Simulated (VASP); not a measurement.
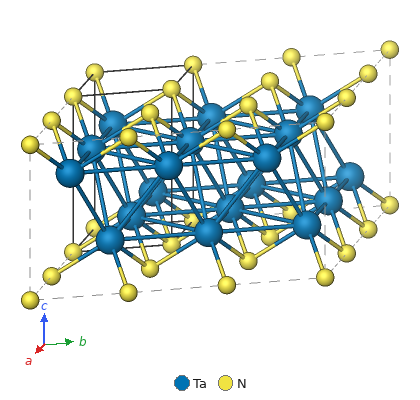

Ta₂N, space group P-3m1 (No. 164), a = 3.079 Å, b = 3.079 Å, c = 4.769 Å, α = 90.00°, β = 90.00°, γ = 120.00°. Source: the end point of a relaxation with VASP 6.6.1, VASP Kohn-Sham DFT of a periodic cell, LDA, VASP PAW LDA potentials, recommended. Forms under 0.4 % of the area are left out.

Which faces does the BFDH rule predict for this crystal?

Answer. The forms computed, by share of the surface:

```
 form  faces  d (Å)  share of area (%)
{100}      6  2.666               52.8
{001}      2  4.769               47.2
```

Widths along a, b and c stand as 1.00 : 1.00 : 0.48.

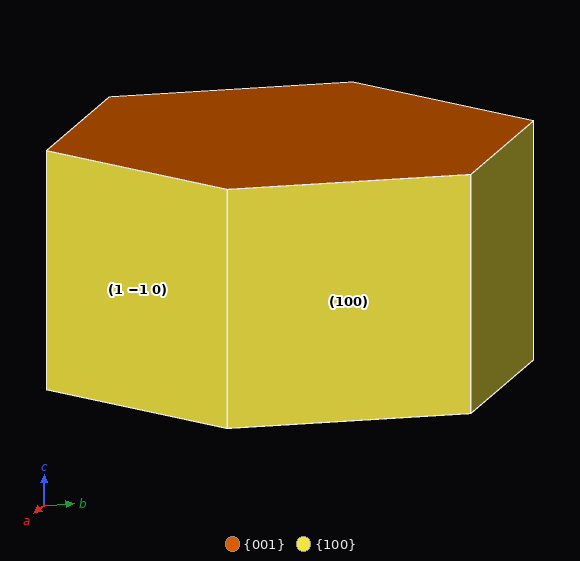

The computed shape, faces indexed. The rule is geometric and ignores bonding and growth conditions.
